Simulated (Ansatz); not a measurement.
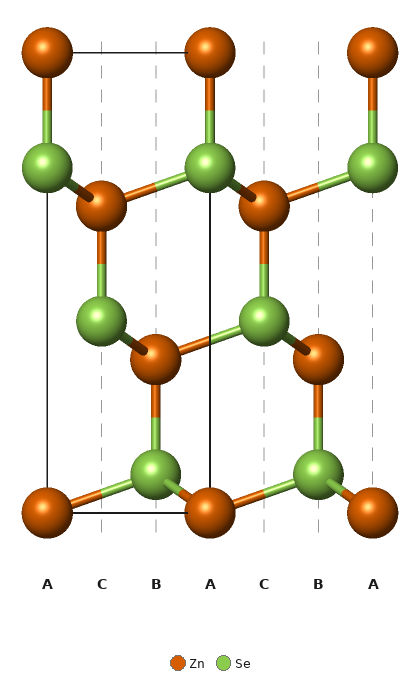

Projection along an edge of the hexagonal mesh, stacking direction [111] upwards. The dashed lines mark the three columns A (0, 0), B (1/3, 2/3) and C (2/3, 1/3). The box is the hexagonal cell of the face-centred cubic lattice. The sequence starts with the first layer at or above the cell's origin.

ZnSe (space group F-43m, No. 216): the end point of a relaxation with DFT, LDA, plane waves, PAW (Ansatz 0.2.0).

Q: Read off the stacking sequence over one period.

A: Zn(A) – Se(B) – Zn(B) – Se(C) – Zn(C) – Se(A) (six layers in 9.64 Å).

Q: How are the Se layers alone stacked?

A: Se layers alone: BCA, the cubic close-packed type.

Q: Which positions between or in the Se layers do the other atoms fill?

A: Zn: three tetrahedral sites in each hexagonal cell.

Q: What short polytype symbol fits?

A: Polytype symbol 3C, the symbol of a tetrahedral polytype (number of double layers in the repeat and lattice).

Heights of the layers:

```
layer  atoms (column)  height (Å)  to next (Å)
    1           Zn(A)        0.00         0.80
    2           Se(B)        0.80         2.41
    3           Zn(B)        3.21         0.80
    4           Se(C)        4.02         2.41
    5           Zn(C)        6.43         0.80
    6           Se(A)        7.23         2.41
```
